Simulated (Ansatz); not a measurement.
Read the following structure.

```yaml
crystal:
  lattice:
    - [4.08079, 0.00000, 0.00000]
    - [0.00000, 4.08079, 0.00000]
    - [0.00000, 0.00000, 5.55683]
  atoms:
    - { symbol: Ga, position: [0.00000, 0.00000, 0.00000] }
    - { symbol: As, position: [0.50000, 0.00000, 0.75000] }
    - { symbol: Ga, position: [0.50000, 0.50000, 0.50000] }
    - { symbol: As, position: [0.00000, 0.50000, 0.25000] }
```

### Interpret the file: composition, symmetry and coordination.

The structure is one of GaAs. Its lattice is body-centred tetragonal, its space group I-4m2 (No. 119). It has 4 atoms to the cell (2 Ga, 2 As). Ga is linked to four As in a tetrahedral arrangement at 2.47 Å. Each As atom has four Ga in a tetrahedral arrangement at 2.47 Å around it. The bonds build a three-dimensional framework.

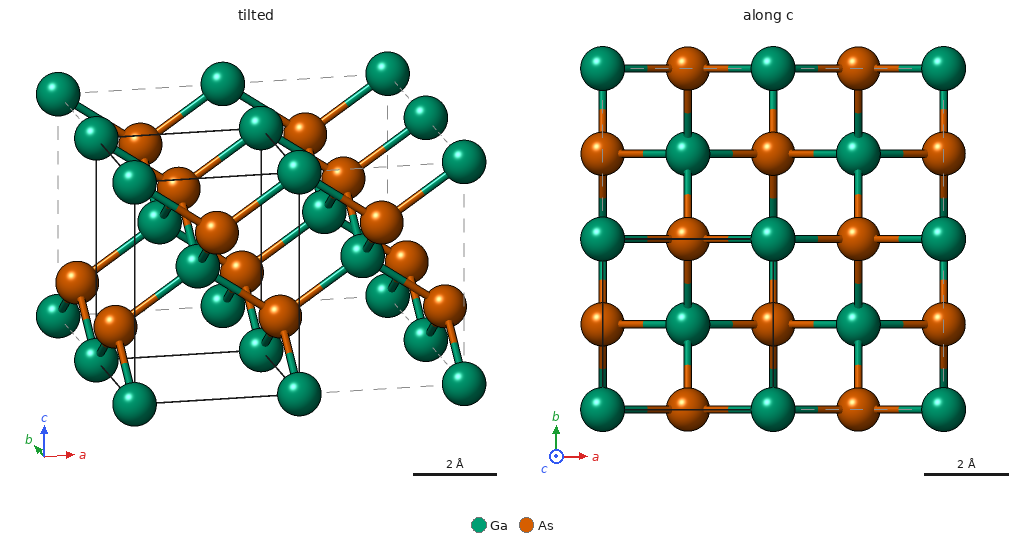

Crystal structure, ball-and-stick style, seen slightly off an axis and along the c axis. The solid box is one conventional unit cell, and 2×2×1 cells are shown. Colours: gallium teal, arsenic orange.

Its origin is a structure listed in the Materials Project. The cell was then strained or its atoms displaced on purpose. A calculation with Ansatz used it as input.
